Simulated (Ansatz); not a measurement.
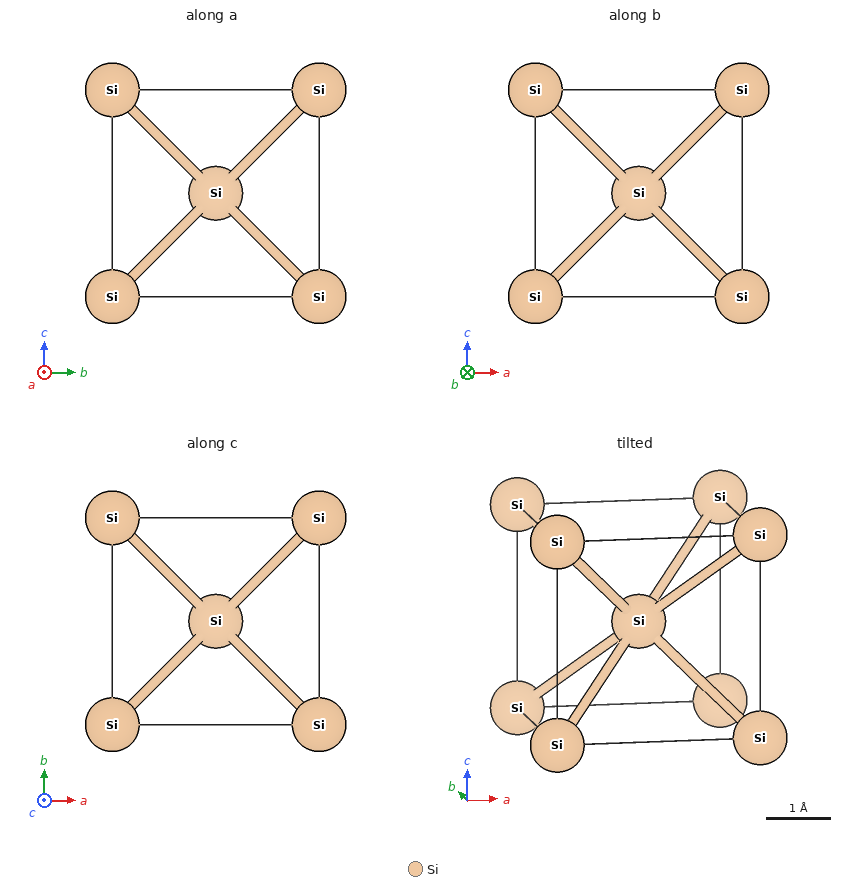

Ball-and-stick drawing of the structure, looking along the a axis, along the b axis, along the c axis and slightly off an axis. Atoms at the boundary of the conventional unit cell (the box) are drawn once for each face, edge or corner they touch.

Lattice parameters: a = 3.2459 Å, b = 3.2459 Å, c = 3.2459 Å, α = 90.000°, β = 90.000°, γ = 90.000°.

**Reconstruct the structure as a CIF in P1 with every atom of the cell.**

```cif
data_structure
_symmetry_space_group_name_H-M 'P 1'
_symmetry_Int_Tables_number 1
_cell_length_a 3.2459
_cell_length_b 3.2459
_cell_length_c 3.2459
_cell_angle_alpha 90.000
_cell_angle_beta 90.000
_cell_angle_gamma 90.000
_cell_volume 34.20
loop_
_atom_site_label
_atom_site_type_symbol
_atom_site_fract_x
_atom_site_fract_y
_atom_site_fract_z
_atom_site_occupancy
Si1 Si 0.0000 0.0000 0.0000 1
Si2 Si 0.5000 0.5000 0.5000 1
```

Its origin is a structure type filled with this element by a generator (whether the element takes this form wasn't checked). Earlier steps of the study may have refined or changed the cell and positions. It was run through Ansatz as a DFT input.
